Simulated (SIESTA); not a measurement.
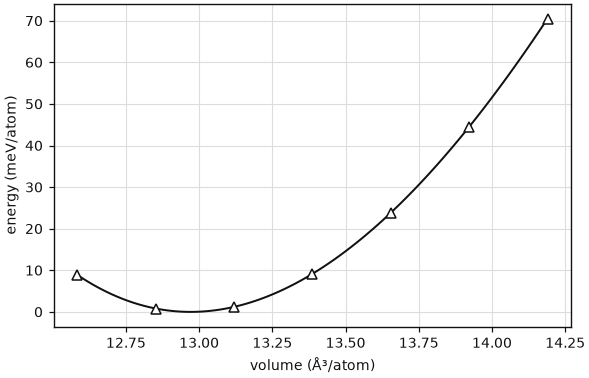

Plotted: energy against volume.

Method: DFT in numerical atomic orbitals with pseudopotentials, no spin polarisation; energies at scaled volumes of the given cell, shape and fractions fixed, counted from the fit's minimum, third-order Birch-Murnaghan fit (SIESTA 5.4.2). Level: LDA.

Q: For which of these solids was it computed?
A. ZrSe₂, P-3m1 (No. 164)
B. AlRu, Pm-3m (No. 221)
C. RuS₂, Pa-3 (No. 205)

A: B, AlRu: energy from 0.79 meV/atom to 70.54 meV/atom, V0 12.97 Å³/atom, B0 233 GPa. The others give: RuS₂, energy from 0.04 meV/atom to 49.45 meV/atom, V0 14.46 Å³/atom, B0 203 GPa; ZrSe₂, energy from 0.03 meV/atom to 38.57 meV/atom, V0 25.32 Å³/atom, B0 88 GPa.

For AlRu, limits of the calculation: mulliken charges of long orbitals.

For RuS₂, limits of the calculation: mulliken charges of long orbitals; shape and atomic fractions are frozen while scaling, which makes layered, chain and framework solids too stiff.

For ZrSe₂, limits of the calculation: mulliken charges of long orbitals; shape and atomic fractions are frozen while scaling, which makes layered, chain and framework solids too stiff.
